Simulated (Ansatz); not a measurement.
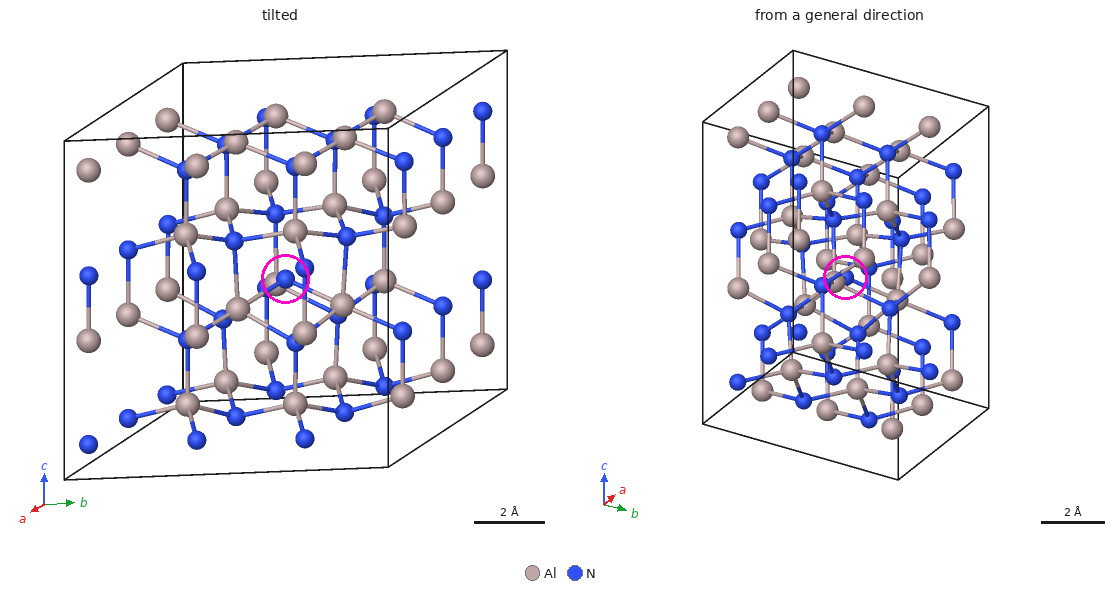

The structure above is drawn in ball-and-stick style and viewed slightly off an axis and from a general direction. The supercell is drawn as a box. The host is AlN, in a cell of 72 sites, and the cell carries a charge of -1. A ring marks the defect's site.

Q: Spot the defect.

A: An interstitial nitrogen atom. It is bonded to three Al in a trigonal pyramidal arrangement at about 1.8 Å.

The atoms were relaxed in the host's cell with DFT PBE, scalar-relativistic, plane waves, PAW (Ansatz).
